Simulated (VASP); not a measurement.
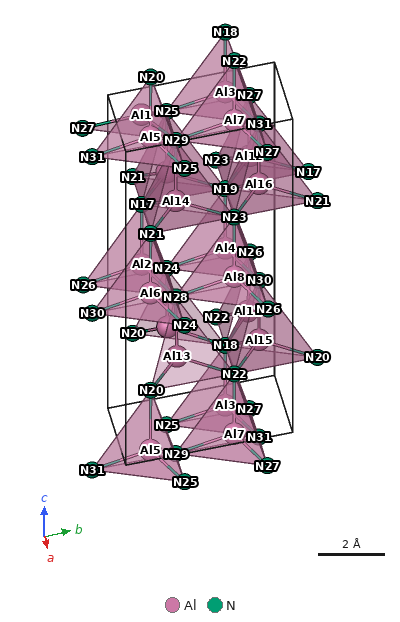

The structure (polyhedral view of the cell of the calculation, seen at an oblique angle; polyhedra are completed across the faces of the cell; atoms are numbered from 1 in the order of the input). An atom can appear more than once, as a periodic image.

## What a change does: single-point calculation on Al16N15

System: Al16N15 (defect cell, 31 atoms in the cell).
Method of run 1: Kohn-Sham DFT of a periodic cell, PBEsol, VASP PAW PBE potentials, recommended, spin-polarised (VASP 6.6.1).

The structure derives from an entry of the Crystallography Open Database. 

### INCAR, run 1
```
SYSTEM = Al16N15
PREC     = Accurate       ! precision mode
ENCUT    = 450            ! plane-wave cutoff, eV
EDIFF    = 1E-5           ! SCF threshold, eV
ISMEAR   = 0              ! smearing method
SIGMA    = 0.03           ! smearing width, eV
LREAL    = Auto         
LASPH    = .True.         ! aspherical terms in the spheres
NELM     = 120            ! most SCF steps
ALGO     = Normal         ! electronic algorithm
ISIF     = 2              ! what is computed and relaxed
LWAVE    = .False.        ! write WAVECAR
LCHARG   = .False.        ! write CHGCAR
ISPIN    = 2              ! spin polarisation
MAGMOM   = 0.5 0 0 0 0 0 0 0 0.5 0 0.5 0 0.5 0 0 0 0 0 0 0 0 0 0 0 0 0 0 0 0 0 0 ! initial moments
LORBIT   = 11             ! projections on sites
GGA      = PS             ! functional
NELECT   = 122.0        
ISYM     = 0            
KPAR     = 4
```

### KPOINTS, run 1
```
Automatic mesh
0
Gamma
  3 3 2
  0 0 0
```

### POSCAR, run 1
```
Al16N15                                 
1.0
    6.2200008610      0.0000000000      0.0000000000
   -3.1100004305      5.3866787572      0.0000000000
    0.0000000000      0.0000000000      9.9600000000
  Al              N             
    16    15
Direct
     0.3327669280401301    0.1658860962109195    0.9804460127576140
     0.3325570308876734    0.1676327042835165    0.5018612580547341
     0.3349887854449865    0.6681570851403443    0.0004323427928380
     0.3348297044341156    0.6689412218953612    0.5012864046525874
     0.8318541224297509    0.1650045963006421    0.0006135509316190
     0.8315435379137784    0.1653592269758654    0.5013665953000853
     0.8313908408278848    0.6680789200897252    0.0001560715386786
     0.8312342337883656    0.6688445440948292    0.5012778661419356
     0.1600864637069664    0.3408630478631528    0.2532391800838067
     0.1651290497275853    0.3351179109318387    0.7486667767710568
     0.1588906244110944    0.8224217107184898    0.2525661636197313
     0.1647313848807677    0.8312450390475609    0.7483058265157558
     0.6781946528836506    0.3419821252195586    0.2530057950888471
     0.6684251887231788    0.3348275430673684    0.7484629347339732
     0.6655672321498014    0.8345229906497582    0.2520838634805276
     0.6660850804967177    0.8338422569392857    0.7504863440831788
     0.3326580368002692    0.1671097005616106    0.6935495686680430
     0.3332122215100876    0.6687214010929062    0.1907816737776797
     0.3330483078286187    0.6673275581906066    0.6913690561457237
     0.8318184946853940    0.1672681399295990    0.1909578158550617
     0.8327041547325678    0.1669481752159172    0.6915231422682002
     0.8317722857236572    0.6688986820386439    0.1904247150496647
     0.8323830511697097    0.6671884196245969    0.6913163121427105
     0.1663856163980750    0.3340275184623704    0.4416149076147303
     0.1655791985812975    0.3344813283704393    0.9422883537780410
     0.1662695478942265    0.8353563228674635    0.4411747033526858
     0.1646321554916564    0.8307537613674900    0.9412305120546919
     0.6649675123199921    0.3338234772364013    0.4415818672856974
     0.6682158190025697    0.3346068619960963    0.9416924620632647
     0.6658702305024934    0.8344252668791436    0.4416625099432177
     0.6661275066129133    0.8339263667385010    0.9414894134536188
```

Command:
```bash
cat potpaw_PBE.64/Al/POTCAR potpaw_PBE.64/N/POTCAR > POTCAR
mpirun -np 4 vasp_std > vasp.out
```

Hardware: 4 threads of AMD EPYC (Zen 4), 64 GiB of memory available, shared host.

### OSZICAR and lines of OUTCAR (run 1)
```
N       E                     dE             d eps       ncg     rms          rms(c)
DAV:   1     0.470011761607E+03    0.47001E+03   -0.52289E+04  3120   0.125E+03
DAV:   2    -0.228056719571E+03   -0.69807E+03   -0.67695E+03  3998   0.258E+02
DAV:   3    -0.278774304914E+03   -0.50718E+02   -0.50429E+02  3600   0.760E+01
DAV:   4    -0.279563487620E+03   -0.78918E+00   -0.78653E+00  3784   0.103E+01
DAV:   5    -0.279578413942E+03   -0.14926E-01   -0.14915E-01  3754   0.140E+00    0.324E+01
DAV:   6    -0.245913401273E+03    0.33665E+02   -0.14846E+02  3512   0.344E+01    0.122E+01
DAV:   7    -0.245624311999E+03    0.28909E+00   -0.38224E+00  3648   0.624E+00    0.793E+00
DAV:   8    -0.245345912402E+03    0.27840E+00   -0.48625E-01  3746   0.316E+00    0.138E+00
DAV:   9    -0.245334614508E+03    0.11298E-01   -0.92808E-02  3690   0.105E+00    0.858E-01
DAV:  10    -0.245333259934E+03    0.13546E-02   -0.11660E-02  3608   0.378E-01    0.494E-01
DAV:  11    -0.245333947365E+03   -0.68743E-03   -0.48523E-03  3584   0.241E-01    0.141E-01
DAV:  12    -0.245333766356E+03    0.18101E-03   -0.12692E-03  3968   0.165E-01    0.804E-02
DAV:  13    -0.245333839004E+03   -0.72648E-04   -0.41950E-04  3560   0.792E-02    0.311E-02
DAV:  14    -0.245333842316E+03   -0.33120E-05   -0.42523E-05  3280   0.280E-02
   1 F= -.24533384E+03 E0= -.24533384E+03  d E =-.691704E-19  mag=     0.0004
[... from OUTCAR:]
  free energy    TOTEN  =      -245.33384232 eV
  energy without entropy =     -245.33384232  energy(sigma->0) =     -245.33384232
 E-fermi :   7.0885     XC(G=0): -10.9548     alpha+bet :-15.6666
  free  energy   TOTEN  =      -245.3338423160 eV
  energy  without entropy=     -245.3338423160  energy(sigma->0) =     -245.33384232
```

For run 2 the input was changed thus:
```diff
-MAGMOM   = 0.5 0 0 0 0 0 0 0 0.5 0 0.5 0 0.5 0 0 0 0 0 0 0 0 0 0 0 0 0 0 0 0 0 0 ! initial moments
+MAGMOM   = -0.6 0 0 0 0 0 0 0 -0.6 0 -0.6 0 -0.6 0 0 0 0 0 0 0 0 0 0 0 0 0 0 0 0 0 0 ! initial moments
+NUPDOWN  = 0              ! fixed moment
```

Predict how the results change.

The total moment is fixed by the input in run 2, so the state need not be the lowest. The energy is the same within 0.01 meV per atom. The number of SCF iterations is the same.

### OSZICAR and lines of OUTCAR (run 2)
```
N       E                     dE             d eps       ncg     rms          rms(c)
DAV:   1     0.470059219524E+03    0.47006E+03   -0.52036E+04  3120   0.125E+03
DAV:   2    -0.227422068489E+03   -0.69748E+03   -0.67584E+03  3958   0.258E+02
DAV:   3    -0.278701868943E+03   -0.51280E+02   -0.50988E+02  3592   0.764E+01
DAV:   4    -0.279508877940E+03   -0.80701E+00   -0.80425E+00  3792   0.104E+01
DAV:   5    -0.279524224083E+03   -0.15346E-01   -0.15334E-01  3770   0.141E+00    0.325E+01
DAV:   6    -0.245895167926E+03    0.33629E+02   -0.14858E+02  3520   0.344E+01    0.122E+01
DAV:   7    -0.245618446091E+03    0.27672E+00   -0.38218E+00  3624   0.624E+00    0.794E+00
DAV:   8    -0.245346073707E+03    0.27237E+00   -0.48731E-01  3746   0.316E+00    0.153E+00
DAV:   9    -0.245334858522E+03    0.11215E-01   -0.89371E-02  3690   0.104E+00    0.887E-01
DAV:  10    -0.245333233934E+03    0.16246E-02   -0.12334E-02  3594   0.387E-01    0.498E-01
DAV:  11    -0.245333922068E+03   -0.68813E-03   -0.49164E-03  3576   0.243E-01    0.144E-01
DAV:  12    -0.245333764313E+03    0.15775E-03   -0.12026E-03  3962   0.162E-01    0.807E-02
DAV:  13    -0.245333839515E+03   -0.75201E-04   -0.42500E-04  3560   0.794E-02    0.332E-02
DAV:  14    -0.245333842042E+03   -0.25272E-05   -0.53005E-05  3360   0.307E-02
   1 F= -.24533384E+03 E0= -.24533384E+03  d E =-.705820E-19  mag=    -0.0005
[... from OUTCAR:]
  free energy    TOTEN  =      -245.33384204 eV
  energy without entropy =     -245.33384204  energy(sigma->0) =     -245.33384204
 E-fermi :   7.0884     XC(G=0): -10.9548     alpha+bet :-15.6666
  free  energy   TOTEN  =      -245.3338420420 eV
  energy  without entropy=     -245.3338420420  energy(sigma->0) =     -245.33384204
```

### The two runs side by side

| quantity | run 1 | run 2 |
| --- | --- | --- |
| outcome | converged | converged |
| free energy per atom (eV) | −7.9140 | −7.9140 |
| gap on the mesh (eV) | 2.71 | 2.71 |
| net moment of the cell (μB) | 0.00 | 0.00 |
| largest force (eV/Å) | 0.773 | 0.773 |
| SCF iterations | 14 | 14 |
| irreducible k-points | 10 | 10 |
| plane waves at Γ | 7283 | 7283 |

For both runs: The cell is charged and computed with a neutralising background, so its energy and pressure depend on the cell and aren't those of a real crystal.
